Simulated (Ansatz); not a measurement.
## Band-structure calculation, with input and output: Ag

Ag (P6₃/mmc, 4 atoms in the cell), computed with DFT, LDA, all-electron LAPW, scalar-relativistic, no spin polarisation (Ansatz 0.2.0).

The structure derives from an entry of the Crystallography Open Database. It belongs to a series of runs on one base structure; here: equal xx and yy strain of -3 %. Figures and captions count atoms from 1; the log counts them from 0 in places.

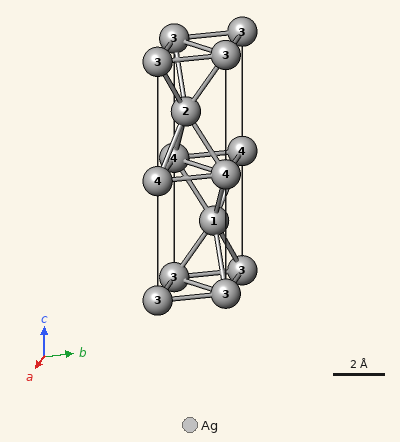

Figure 1. The structure (ball-and-stick view of the cell of the calculation, seen slightly off an axis; atoms are numbered from 1 in the order of the input). Near neighbours in the crystal (not all of them lie inside the picture): Ag has 12 Ag at 2.80 to 2.98 Å.

Results in brief

- outcome: converged
- space group (tolerance 0.01 Å): P6₃/mmc (194)
- electrons in bands (core shells apart): 116
- free energy: −578095.9827 eV
- Fermi energy: 18.518 eV
- pressure: −5.54 GPa
- electronic character: metal
- largest force (length of the vector): under 0.001 eV/Å
- hardware: 1 thread of Arm Neoverse V1, 24 GiB of memory available, shared host
- wall time: 2.3 min
- peak memory: 0.85 GiB

The input
```yaml
crystal:
  lattice:
    - [2.7996129413, 0.0, 0.0]
    - [-1.3998064707, 2.424535928, 0.0]
    - [0.0, 0.0, 10.0]
  atoms:
    - { symbol: Ag, position: [0.3333333333, 0.6666666667, 0.25] }
    - { symbol: Ag, position: [0.6666666667, 0.3333333333, 0.75] }
    - { symbol: Ag, position: [0.0, 0.0, 0.0] }
    - { symbol: Ag, position: [0.0, 0.0, 0.5] }
kpoints:
  mp_grid: { grid: [14, 14, 4] }
  band_path:
    path:
      - [0.0, 0.0, 0.0]
      - [0.5, 0.0, 0.0]
      - [0.3333333333, 0.3333333333, 0.0]
      - [0.0, 0.0, 0.0]
      - [0.0, 0.0, 0.5]
      - [0.5, 0.0, 0.5]
      - [0.3333333333, 0.3333333333, 0.5]
      - [0.0, 0.0, 0.5]
      - [0.5, 0.0, 0.5]
    npoints: 5
scf:
  occupations: { method: fermi_dirac, width: 0.08 }
hamiltonian:
  xc: lda
  pseudopotentials: { kind: all_electron, lapw: { basis_error: 0.0005 } }
output:
  forces: true
  stress: true
  eigenvalues: true
```

Launch command:
```bash
ansatz run input.yaml --threads 1 --pin off --max-ram 6144MiB --backend cpu --events-out ev --progress --plain --runs-dir out
```

Output
```
LAPW: plane waves up to 8.531 Å⁻¹, error target 5.0e-4 eV per atom; small_component_spin mean_spin; Ag in spheres of 1.400 Å, 29 of its electrons in bands, Dirac shells [] (how accurate: hamiltonian.pseudopotentials.lapw.basis_error, Limitations)
Engine: ansatz 0.2.0, aarch64-unknown-linux-gnu
Pseudopotentials: kind: all_electron
Pseudopotential: Ag, LAPW, valence charge 29, lapw/all_electron/scalar/gaussian/Ag, Koelling and Harmon's equation, gaussian nucleus
Functional definition: SPW92
  exchange = slater_x
  correlation = pw_c
Crystal: 4 atoms, lattice volume = 67.878 Å³
Basis set: ecut = 277.29025420791504 eV, 711 PW (Γ), exchange–correlation at level 2
Bands: 70, of which v1, the nominal top of the filled ones, is band 58 counted from 1 (57 counted from 0)
Symmetry: 24 space group operations
Space group: P63/mmc (ITA 194), of the structure as read, at distance tolerance 4.1e-5 Å
k-points: 72 of 784
Non-local potential: Ag, projectors of the file, none
Initial density: superposition of atomic densities (chi_scale 0.1, normalization cell)
Initial wavefunctions: plane waves of lowest kinetic energy (no species holds an atomic orbital)
Functional: x = slater, c = lda
iter 1 solved again at ethr=2.27e-4 eV; its pass at ethr=1.00e-1 eV (dr2=2.64e-1 eV) is discarded
SCF iter   1: F=—  HF=-578097.183503 eV  |F-HF|=—  |Δ(HF+E_count)|=         —  Δρ=2.48e-2  dr2=2.64e-1  ethr=2.27e-4  ⟨swp⟩=3.1  Hψ=32310  notcnv=0
preconditioner: auto → Kerker (q_TF=auto, 2.983 Å⁻¹)  [metal: Δε(μ)=0.026 eV  Ē_g=12.835 eV  σ=0.080 eV  W_gap=0.08  n_scr=38 (ndim 8)  ℏωp=29.9 eV  f_vac=0.008  D(μ)=1.40/eV (n_scr^D=6)]
iter 2 solved again at ethr=7.31e-6 eV; its pass at ethr=2.27e-4 eV (dr2=8.48e-3 eV) is discarded
SCF iter   2: F=—  HF=-578096.239451 eV  |F-HF|=—  |Δ(HF+E_count)|=   9.44e-1  Δρ=3.53e-3  dr2=8.49e-3  ethr=7.31e-6  ⟨swp⟩=2.0  Hψ=25662  notcnv=0
SCF iter   3: F=—  HF=-578095.994910 eV  |F-HF|=—  |Δ(HF+E_count)|=   2.45e-1  Δρ=6.74e-3  dr2=2.65e-2  ethr=7.31e-6  ⟨swp⟩=3.0  Hψ=15813  notcnv=0
SCF iter   4: F=—  HF=-578095.982004 eV  |F-HF|=—  |Δ(HF+E_count)|=   1.29e-2  Δρ=3.02e-3  dr2=6.75e-3  ethr=7.31e-6  ⟨swp⟩=2.0  Hψ=14326  notcnv=0
SCF iter   5: F=—  HF=-578095.982816 eV  |F-HF|=—  |Δ(HF+E_count)|=   8.12e-4  Δρ=6.98e-4  dr2=3.80e-4  ethr=5.81e-6  ⟨swp⟩=2.0  Hψ=13232  notcnv=0
SCF iter   6: F=—  HF=-578095.982981 eV  |F-HF|=—  |Δ(HF+E_count)|=   1.65e-4  Δρ=3.70e-4  dr2=1.78e-4  ethr=3.27e-7  ⟨swp⟩=2.0  Hψ=14542  notcnv=0
SCF iter   7: F=—  HF=-578095.982682 eV  |F-HF|=—  |Δ(HF+E_count)|=   2.99e-4  Δρ=1.39e-4  dr2=8.66e-6  ethr=1.53e-7  ⟨swp⟩=2.0  Hψ=14540  notcnv=0
SCF iter   8: F=—  HF=-578095.982683 eV  |F-HF|=—  |Δ(HF+E_count)|=   5.58e-7  Δρ=2.48e-5  dr2=4.36e-7  ethr=7.47e-9  ⟨swp⟩=2.0  Hψ=14540  notcnv=0
SCF iter   9: F=-578095.982683 eV  HF=-578095.982683 eV  |F-HF|=3.91e-8  |Δ(HF+E_count)|=   2.47e-7  Δρ=6.27e-6  dr2=2.78e-8  ethr=3.76e-10  ⟨swp⟩=2.1  Hψ=14549  notcnv=0
SCF 1 converged in 9 iterations: F = -578095.982683 eV  dr2 = 2.78e-8
NSCF: frozen V_eff on 41 k-points
SCF converged after 9 iterations
Free energy (F): -578095.982683 eV
Harris-Foulkes:  -578095.982683 eV  (|F-HF|=3.91e-8)
Internal energy: -578095.954984 eV  (E = F + TS)
E sigma→0 (E₀):  -578095.968833 eV
Entropy (-TS):   -0.027698 eV (-6.925 meV/atom)
Fermi energy:    18.518005 eV
--- Per-component energies (eV) ---
  E_band       = -14321.602982
  E_kinetic    = 604266.146922
  E_xc         = -15729.406652
  E_electrostatic = -1166632.695254  (all electrons and nuclei)
  E_smearing   = -0.027698  (= −TS)
  E_closure    = 0.000000  (closes the sum)
  E_atoms      = -578080.995476  (free atoms, spherical and without spin; not in F)
  Σ components = -578095.982683   (vs F -578095.982683, Δ=0.00e0)
  Basis errors (estimates in eV, not in F): energy 1.2e-4 per atom: plane waves 1.1e-4 (5.7e-5 summed), levels above the bands 2.4e-65, relativity 2.4e-9, radial functions 1.2e-5, core shells 1.1e-8; eigenvalues (radial functions only) 3.4e-7; not estimated: angular momenta, meshes, grids; target (lapw.basis_error) 5.0e-4; muffin-tin radii Ag 1.400 Å
--- Forces (eV/Å), atoms counted from 1 ---
  atom   1  Ag     0.00000000    -0.00000000     0.00000000
  atom   2  Ag    -0.00000000     0.00000000     0.00000000
  atom   3  Ag    -0.00000000     0.00000000     0.00000000
  atom   4  Ag    -0.00000000     0.00000000     0.00000000
  max |Σ_I F_I| component: 8.67e-19 eV/Å
--- Stress (GPa, compression-positive) ---
       -2.747942       0.000000       0.000000
       -0.000000      -2.747942      -0.000000
        0.000000      -0.000000     -11.122073
  P = ⅓ Tr σ = -5.5393 GPa (-55.393 kbar)
--- Band table (eV; the first three rows and the last of 72) ---
  k-point 0: bands = ["-336.9563", "-336.9563", "-336.9563", "-336.9563", "-336.9513", "-336.9513", "-336.9496", "-336.9496", "-336.9496", "-336.9496", "-336.9450", "-336.9450", "-336.9444", "-336.9444", "-336.9444", "-336.9444", "-336.9386", "-336.9386", "-336.9386", "-336.9386", "-73.2366", "-73.2332", "-73.2272", "-73.2239", "-36.8198", "-36.7606", "-36.7551", "-36.7038", "-36.7038", "-36.6991", "-36.6991", "-36.6954", "-36.6930", "-36.6930", "-36.6882", "-36.6882", "10.6007", "11.7643", "11.7685", "11.9440", "13.3517", "13.7501", "13.7501", "13.7703", "13.7715", "13.7882", "13.7882", "13.8743", "13.8743", "13.9187", "13.9187", "14.7993", "14.7993", "15.0958", "15.0958", "15.1863", "15.1863", "15.5112", "15.5112", "17.4489", "20.9052", "27.7526", "27.7590", "33.8434", "34.6019", "35.4639", "35.4939", "36.1383", "37.8049", "37.8049"]
  k-point 1: bands = ["-336.9563", "-336.9563", "-336.9563", "-336.9563", "-336.9513", "-336.9513", "-336.9496", "-336.9496", "-336.9496", "-336.9496", "-336.9450", "-336.9450", "-336.9444", "-336.9444", "-336.9444", "-336.9444", "-336.9386", "-336.9386", "-336.9386", "-336.9386", "-73.2362", "-73.2339", "-73.2266", "-73.2243", "-36.8151", "-36.7817", "-36.7339", "-36.7033", "-36.7033", "-36.7002", "-36.7002", "-36.7002", "-36.6919", "-36.6919", "-36.6887", "-36.6887", "10.7035", "11.4027", "11.9380", "11.9533", "13.3445", "13.4294", "13.7606", "13.7606", "13.7921", "13.7921", "13.8691", "13.8691", "13.9052", "13.9052", "14.5163", "14.8280", "14.8280", "15.0081", "15.0081", "15.2801", "15.2801", "15.4805", "15.4805", "16.7735", "21.7701", "25.5795", "29.9346", "33.3796", "34.6614", "34.9978", "35.8291", "36.0495", "37.9248", "37.9248"]
  k-point 2: bands = ["-336.9563", "-336.9563", "-336.9563", "-336.9563", "-336.9513", "-336.9513", "-336.9496", "-336.9496", "-336.9496", "-336.9496", "-336.9450", "-336.9450", "-336.9444", "-336.9444", "-336.9444", "-336.9444", "-336.9386", "-336.9386", "-336.9386", "-336.9386", "-73.2352", "-73.2352", "-73.2253", "-73.2253", "-36.8018", "-36.8018", "-36.7137", "-36.7137", "-36.7020", "-36.7020", "-36.7020", "-36.7020", "-36.6901", "-36.6901", "-36.6901", "-36.6901", "10.9945", "10.9945", "11.9676", "11.9676", "13.3441", "13.3441", "13.7834", "13.7834", "13.7834", "13.7834", "13.8781", "13.8781", "13.8781", "13.8781", "14.9041", "14.9041", "14.9041", "14.9041", "15.3964", "15.3964", "15.3964", "15.3964", "15.5901", "15.5901", "23.5266", "23.5266", "31.9311", "31.9311", "34.7918", "34.7918", "35.9207", "35.9207", "38.2246", "38.2246"]
  k-point 71: bands = ["-336.9563", "-336.9563", "-336.9563", "-336.9563", "-336.9513", "-336.9513", "-336.9496", "-336.9496", "-336.9496", "-336.9496", "-336.9450", "-336.9450", "-336.9444", "-336.9444", "-336.9444", "-336.9444", "-336.9386", "-336.9386", "-336.9386", "-336.9386", "-73.2125", "-73.2125", "-73.2065", "-73.2065", "-36.8465", "-36.8465", "-36.8349", "-36.8349", "-36.8179", "-36.8179", "-36.8046", "-36.8046", "-36.7320", "-36.7320", "-36.7236", "-36.7236", "12.8264", "12.8264", "13.0955", "13.0955", "13.2219", "13.2219", "13.4405", "13.4405", "13.8120", "13.8120", "13.8630", "13.8630", "14.3499", "14.3499", "14.7117", "14.7117", "15.3255", "15.3255", "15.4784", "15.4784", "21.8302", "21.8302", "22.2079", "22.2079", "23.9035", "23.9035", "25.0661", "25.0661", "25.9093", "25.9093", "27.4738", "27.4738", "30.6239", "30.6239"]
```

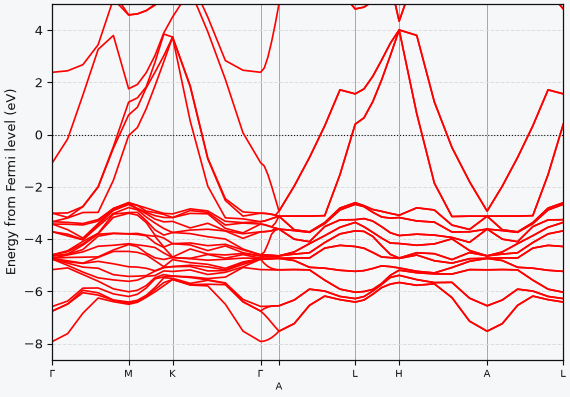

Figure 2. Band structure along Γ–M–K–Γ–A–L–H–A–L, with energies from the Fermi level. Bands cross the Fermi level: a metal at this level of theory.
